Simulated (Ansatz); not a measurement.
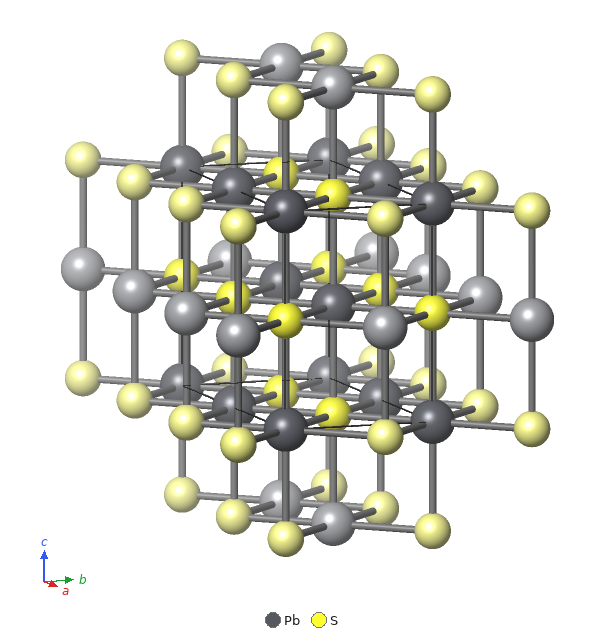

View slightly off an axis, drawn as a ball-and-stick model. Atoms at the boundary of the unit cell (the box) are drawn once for each face, edge or corner they touch. The first bonded neighbours in the surrounding cells are also shown, in fainter colours.

PbS, a = 8.397 Å, b = 4.199 Å, c = 5.955 Å, α = 90.00°, β = 90.00°, γ = 90.00°. Strictly the space group is I4/mmm (No. 139, within 0.01 Å). It is a distorted form of a face-centred cubic structure, space group Fm-3m (No. 225) within 0.25 Å: rock salt (NaCl type). Starting structure: a structure listed in the Materials Project. Earlier steps of the study may have refined or changed the cell and positions. It was run through Ansatz as a DFT input.

This one geometry was computed with Ansatz (DFT, plane waves, PAW) at six levels of theory: HSE06, PBE0, PBE with spin-orbit coupling, r2SCANh, r2SCAN and PBE.

Q: How does the band gap change with the level of theory?

A: PBE with spin-orbit coupling: a gap of 0.07 eV, direct; PBE: a gap of 0.38 eV, direct; r2SCAN: a gap of 0.63 eV, direct; HSE06: a gap of 0.82 eV, direct; r2SCANh: a gap of 1.02 eV, direct; PBE0: a gap of 1.43 eV, direct.

Q: Collect the results in a table.

A:
| level | cutoff (eV) | k-mesh of the run's cell | gap (eV) | pressure (GPa) |
| --- | --- | --- | --- | --- |
| HSE06 | 420 | 2×4×4 | 0.82 | 0.9 |
| PBE0 | 420 | 2×4×4 | 1.43 | 0.9 |
| PBE with spin-orbit coupling | 420 | 4×6×4 | 0.07 | 1.4 |
| r2SCANh | 500 | 2×4×4 | 1.02 | 0.9 |
| r2SCAN | 500 | 4×6×4 | 0.63 | 1.0 |
| PBE | 420 | 4×6×4 | 0.38 | 1.9 |

Gaps are taken on the k-mesh or band path of each run.
